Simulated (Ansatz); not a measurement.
Input

```
crystal:
  lattice:
    - [7.9972835179, 0.0, 0.0]
    - [-3.998641759, 6.9258506878, 0.0]
    - [0.0, 0.0, 20.0810966557]
  atoms:
    - { symbol: Se, position: [0.5, 0.0, 0.398384617] }
    - { symbol: Se, position: [0.5, 0.5, 0.398384617] }
    - { symbol: Se, position: [0.0, 0.0, 0.398384617] }
    - { symbol: Se, position: [0.0, 0.5, 0.398384617] }
    - { symbol: Zn, position: [0.1666666667, 0.8333333333, 0.4390307702] }
    - { symbol: Zn, position: [0.1666666667, 0.3333333333, 0.4390307702] }
    - { symbol: Zn, position: [0.6666666667, 0.8333333333, 0.4390307702] }
    - { symbol: Zn, position: [0.6666666667, 0.3333333333, 0.4390307702] }
    - { symbol: Se, position: [0.6666666667, 0.8333333333, 0.5609692298] }
    - { symbol: Se, position: [0.6666666667, 0.3333333333, 0.5609692298] }
    - { symbol: Se, position: [0.1666666667, 0.8333333333, 0.5609692298] }
    - { symbol: Se, position: [0.1666666667, 0.3333333333, 0.5609692298] }
    - { symbol: Zn, position: [0.3333333333, 0.6666666667, 0.601615383] }
    - { symbol: Zn, position: [0.3333333333, 0.1666666667, 0.601615383] }
    - { symbol: Zn, position: [0.8333333333, 0.6666666667, 0.601615383] }
    - { symbol: Zn, position: [0.8333333333, 0.1666666667, 0.601615383] }
basis:
  ecutwfc: 420
kpoints:
  mp_grid: { grid: [2, 2, 1] }
hamiltonian:
  xc: pbe
  dispersion: d3bj
scf:
  occupations: { method: gaussian, width: 0.05 }
output:
  forces: true
  eigenvalues: true
  write_density: true
  write_potential: true
  elf: true
  volumetric_format: npy
relax:
  adjacent_minimum: "off"
  f_tol: 0.03
  max_steps: 70
  constraints: [{ sites: [0, 1, 2, 3, 4, 5, 6, 7] }]
efield:
  axis: 3
  dipole_correction: true
  ramp_width: 0.04
```

Run with:

```sh
ansatz run input.yaml --threads 4 --pin off --max-ram 10240MiB --backend cpu --events-out ev --progress --plain --runs-dir out
```

The fields are those of the run's last geometry, not of the input's.

These are results of Ansatz 0.2.0, DFT PBE+D3(BJ), scalar-relativistic, plane waves, PAW, not measurements.

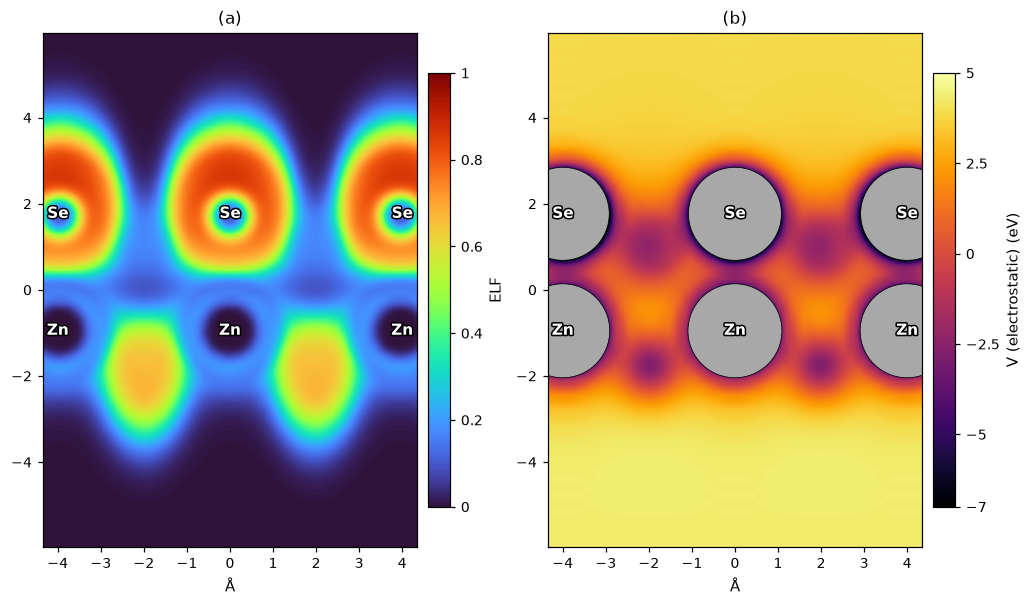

ZnSe (slab). (a) ELF; (b) electrostatic potential (local pseudopotential plus Hartree) felt by an electron on the (100) plane of the calculation cell, a cut from vacuum to vacuum. Grey discs cover the atomic cores in the potential map.

Q: Interpret the plot.

A: The section cuts through Zn and Se sites.
Zn–Se (2.72 Å): the ELF is about 0.40 at the midpoint and 0.15 at its lowest between the atoms.
Outside the cores the potential energy rises away from the atoms and is highest in the vacuum; its zero is arbitrary.
